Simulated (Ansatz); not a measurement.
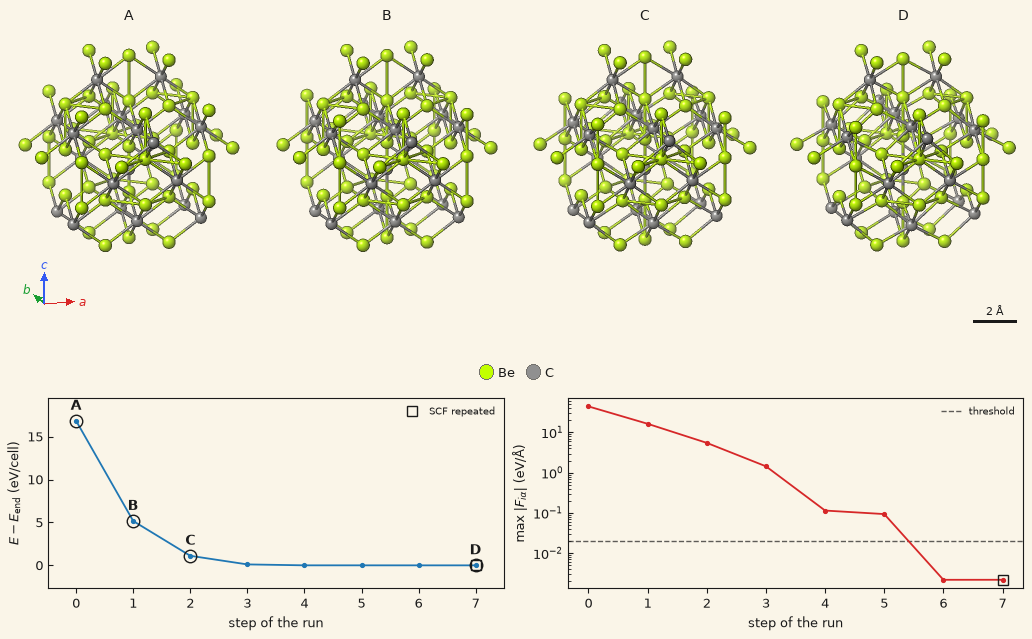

Frames of a relaxation of a defect cell of composition Be₁₆C₇ (cell charge +4) (started half-way along a vacancy jump, in the symmetry of that start), marked on the history of the run. The picture is a ball-and-stick view of the atoms within 5.0 Å of the atom that moves most (axes of the conventional cell (2 times the calculation's cell) (origin shifted)), seen slightly off an axis. Lengths and directions refer to the drawn axes.

Level of theory: DFT PBE, scalar-relativistic, plane waves, PAW in Ansatz 0.2.0.

Input file:
```yaml
crystal:
  lattice:
    - [-4.3284802126, -4.3284802126, 0.0]
    - [-4.3284802126, 0.0, -4.3284802126]
    - [0.0, -4.3284802126, -4.3284802126]
  atoms:
    - { symbol: Be, position: [0.375, 0.375, 0.375] }
    - { symbol: Be, position: [0.875, 0.375, 0.375] }
    - { symbol: Be, position: [0.375, 0.875, 0.375] }
    - { symbol: Be, position: [0.875, 0.875, 0.375] }
    - { symbol: Be, position: [0.375, 0.375, 0.875] }
    - { symbol: Be, position: [0.875, 0.375, 0.875] }
    - { symbol: Be, position: [0.375, 0.875, 0.875] }
    - { symbol: Be, position: [0.875, 0.875, 0.875] }
    - { symbol: Be, position: [0.125, 0.125, 0.125] }
    - { symbol: Be, position: [0.625, 0.125, 0.125] }
    - { symbol: Be, position: [0.125, 0.625, 0.125] }
    - { symbol: Be, position: [0.625, 0.625, 0.125] }
    - { symbol: Be, position: [0.125, 0.125, 0.625] }
    - { symbol: Be, position: [0.625, 0.125, 0.625] }
    - { symbol: Be, position: [0.125, 0.625, 0.625] }
    - { symbol: Be, position: [0.625, 0.625, 0.625] }
    - { symbol: C, position: [0.25, 0.0, 0.5] }
    - { symbol: C, position: [0.0, 0.5, 0.5] }
    - { symbol: C, position: [0.5, 0.5, 0.5] }
    - { symbol: C, position: [0.0, 0.0, 1.0] }
    - { symbol: C, position: [0.5, 0.0, 1.0] }
    - { symbol: C, position: [0.0, 0.5, 1.0] }
    - { symbol: C, position: [0.5, 0.5, 1.0] }
total_charge: 4
basis:
  ecutwfc: 420
kpoints:
  mp_grid: { grid: [4, 4, 4] }
hamiltonian:
  xc: pbe
scf:
  occupations: { method: gaussian, width: 0.05 }
output:
  forces: true
  stress: true
  eigenvalues: true
relax:
  adjacent_minimum: "off"
  f_tol: 0.02
  max_steps: 60
  escape_saddle: false
```

Run as
```bash
ansatz run input.yaml --threads 4 --pin off --max-ram 9216MiB --backend cpu --events-out ev --progress --plain --runs-dir out
```

### What happens along the run?

The largest moves, 0.50 Å, are those of Be3 and Be13. Be3 goes along +c. Largest moves by element: Be 0.50 Å, C 0.19 Å. The cell doesn't change. Among the contacts that change: Be13–C17 1.082 → 1.579 Å, Be3–Be12 2.164 → 1.830 Å, Be6–Be12 2.164 → 1.838 Å, Be14–C19 1.874 → 1.693 Å. Bond angles that change, for instance: C18–Be13–C20 109.5° → 128.1°, C19–Be14–C21 109.5° → 121.2°, C22–Be6–C23 109.5° → 120.0°. After 6 accepted moves (7 points after the start) the energy has fallen by 16.838 eV per cell of the calculation. Largest force component: 44 eV/Å at the start, 0.0022 eV/Å at the end. 1 step only repeated the SCF at the same geometry. From step 0 to 1: Be atoms move most (0.20 Å), energy −11.671 eV per cell of the calculation. From step 1 to 2: Be atoms move most (0.15 Å), energy −4.055 eV per cell of the calculation. From step 2 to 7: Be atoms move most (0.15 Å), energy −1.112 eV per cell of the calculation.

Limits of the set-up: the periodic images lie only 6.1 Å apart, so the values are limited by the cell's size; the cell is charged, on a uniform background, and energies carry no finite-size correction.
